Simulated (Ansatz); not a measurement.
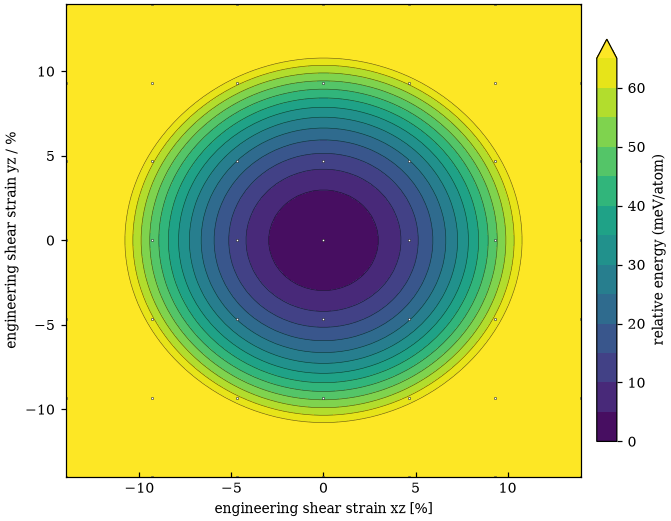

Ni (Im-3m, No. 229; 1 atom in the cell). The energy is mapped over two homogeneous strains (x, y and z along the cube axes). The first coordinate is: engineering shear strain xz; the second: engineering shear strain yz. Nothing is relaxed (symmetry fixes all fractional coordinates). The scan uses a 7 × 7 grid; 10 points were computed and 39 follow by symmetry. Points are written as (first, second). All energies are given in meV/atom relative to the lowest grid point. The electronic state followed may not be the lowest one. Method: Ansatz 0.2.0, DFT PBEsol, scalar-relativistic, plane waves, PAW. Settings: cutoff 520 eV, k-mesh 22×22×22, gaussian smearing 0.15 eV, spin-polarised.

The picture shows filled contours, dots at the grid points, one colour for all values above the top of the scale. Between grid points the surface is interpolated.

**Where is the minimum, and how stiff is the crystal against these two strains (in GPa)?**

The interpolated minimum is at 0.0 % and 0.0 %. Divided by the cell volume of 10.5 Å³, the second derivatives of the energy there are about 174 GPa along the first strain and 174 GPa along the second, with a cross term of about 0 GPa (clamped ions). Round the minimum the contours are nearly round: the two directions are equally stiff and uncoupled.

PAW datasets: the set soft_1.
